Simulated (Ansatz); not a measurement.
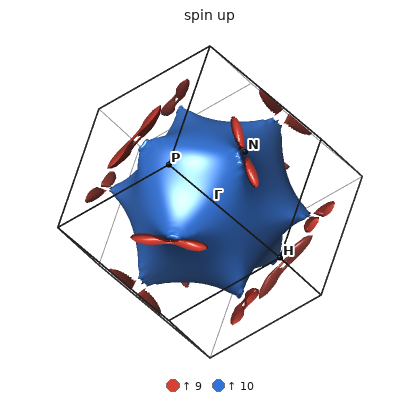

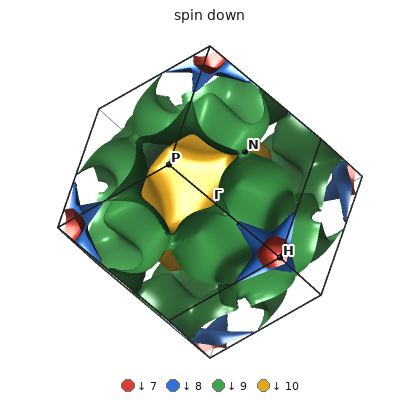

Spin-resolved Fermi surfaces of Ni (space group Im-3m, No. 229); the net moment is 0.5 μB per cell, and spin up is the majority channel.

Theory: DFT LDA, scalar-relativistic, plane waves, PAW; levels and slopes on a dense k mesh at the converged density in Ansatz. Collinear spin polarisation. k mesh for the levels: 34×34×34. Unrelaxed database geometry (residual pressure −11 GPa). Sheets, masses and frequencies are those of this strained cell. The cell comes from a database of computed structures, not from a measurement.

Q: What is the spin polarisation of the states at the Fermi level?

A: Spin up has two and spin down four bands crossing, with 0.36 and 1.2 states/eV per cell, so (N↑ − N↓)/(N↑ + N↓) = −0.55.

The run ends with a net moment of 0.5 μB a cell, the order reached from its starting moments, not necessarily the lowest. Necks and pockets thinner than about two mesh steps aren't resolved, so separate pockets may in truth be joined.
